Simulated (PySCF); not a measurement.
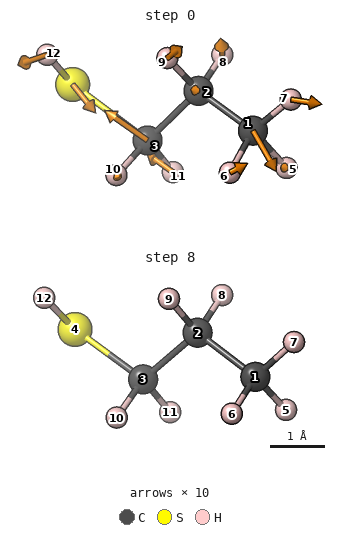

The structure of C$_{3}$H$_{8}$S before (top) and after (bottom) a relaxation, at one scale. The orange arrows give the displacements, magnified 10 times.

Style: ball-and-stick. Shown at a tilt.

The start comes from MMFF94s. Its atoms were then displaced at random by about 0.03 Å.

All numbers below come from PBE0-D3(BJ)/def2-SVP geometry optimisation, gas phase in PySCF 2.14.0, density-fitted response routines. 

Q: Summarise the run.

A: The energy falls by 15.1 kcal/mol in 8 geometry steps. C3 moves most after the best rigid fit: 0.10 Å. Largest moves by element: C 0.10 Å, H 0.09 Å, S 0.07 Å. Among the contacts that change: C3–S4 1.969 → 1.819 Å, C1–C2 1.430 → 1.521 Å, C1–H5 1.171 → 1.102 Å, C3–H11 1.039 → 1.103 Å. Among the angles between lasting bonds that change: H5–C1–H6 101.1° → 107.4°, S4–C3–H10 103.9° → 109.5°, C2–C1–H7 115.7° → 111.3°. The run took 27 s on 1 thread of Arm Neoverse V1 (shared host).
